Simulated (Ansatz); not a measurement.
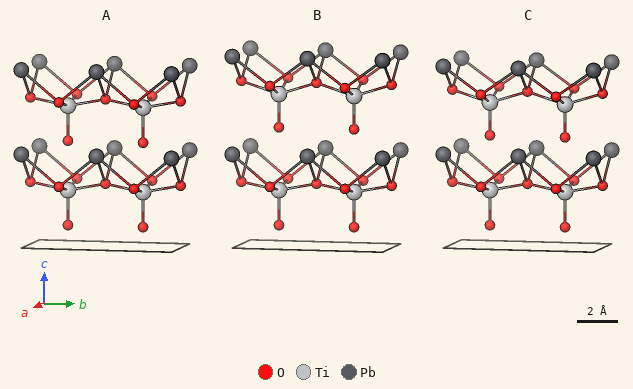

3 geometries from one constrained relaxation of a slab of composition TiPbO3 (cut from the P4mm phase), in shuffled order. The picture is a ball-and-stick view of the 1 × 2 repeat of the cell, outlined in the plane, without the vacuum, seen slightly off an axis.

Case: clean slab, lower half held. The slab is the (0 0 1) face of TiPbO3. 5 atoms are held fixed.

Theory: Ansatz 0.2.0, DFT PBEsol, scalar-relativistic, plane waves, PAW. (plane-wave cutoff 420 eV; k-point mesh 7 × 7 × 1; occupations gaussian; smearing width 0.05 eV; no spin polarisation; dipole correction; atoms relaxed in a fixed cell; force threshold 0.03 eV/Å; at most 70 steps)

Question: Order the frames from highest to lowest energy.

Answer: A, C, B. They are steps 0, 2, 7, at +0.607 eV per cell of the calculation, +0.148 eV per cell of the calculation relative to the last. After 6 accepted moves (7 points after the start) the energy has fallen by 0.607 eV per cell of the calculation. Largest force component: 3.1 eV/Å at the start, 0.0096 eV/Å at the end. 1 step only repeated the SCF at the same geometry. The largest moves, 0.83 Å, are those of O atoms. By element the largest moves are O 0.83 Å, Pb 0.68 Å, Ti 0.58 Å. The cell stays as it was. Near-neighbour distances that change, for instance: O–Pb 2.497 → 2.403 Å, O–Ti 1.763 → 1.671 Å, O–Ti 1.967 → 2.027 Å. Among the angles between lasting bonds that change: Ti–O–Ti 158.2° → 144.6°, O–Ti–O 158.2° → 144.6°, O–Ti–O 100.9° → 107.7°.
